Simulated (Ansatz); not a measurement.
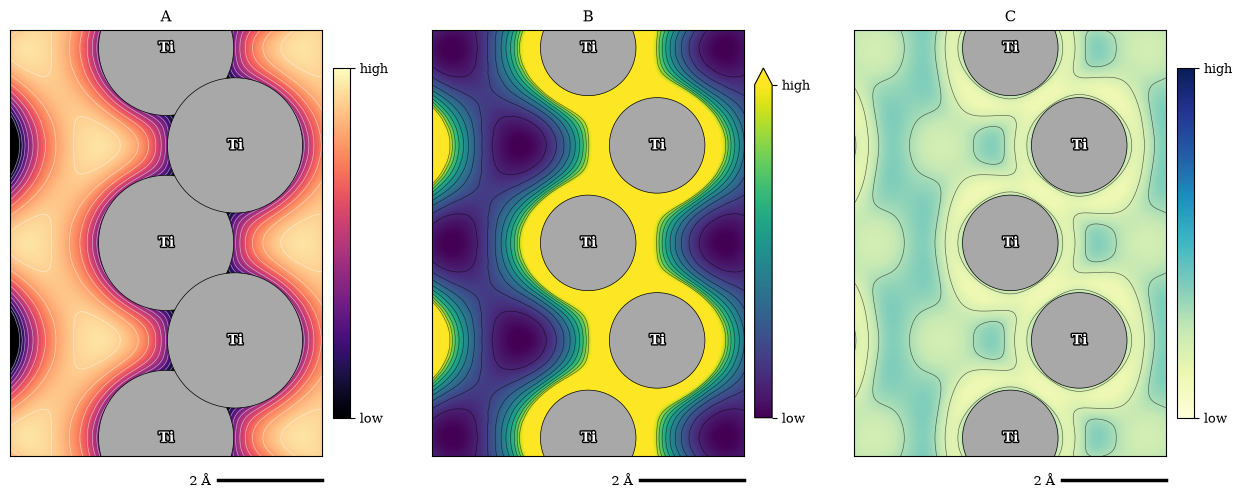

Ti: 3 fields on the (101) plane of the conventional cell, with unlabelled colour scales. Grey discs cover the atomic cores.

Space group Fd-3m; set up as Ti, diamond; a generated structure, not necessarily the stable one; changed on purpose from its base cell (volume × 0.88); computed pressure about 5 GPa in this cell; computed without spin polarisation.

Computed with DFT, PBEsol, plane waves (420 eV) with PAW, scalar-relativistic (Ansatz 0.2.0).

### Which field does each panel show? The fields are: electron localisation function, electrostatic potential energy of an electron and valence pseudo-density.

Panel A: electrostatic potential energy of an electron (low next to the atoms, rising into the space between them). Panel B: valence pseudo-density. Panel C: electron localisation function.
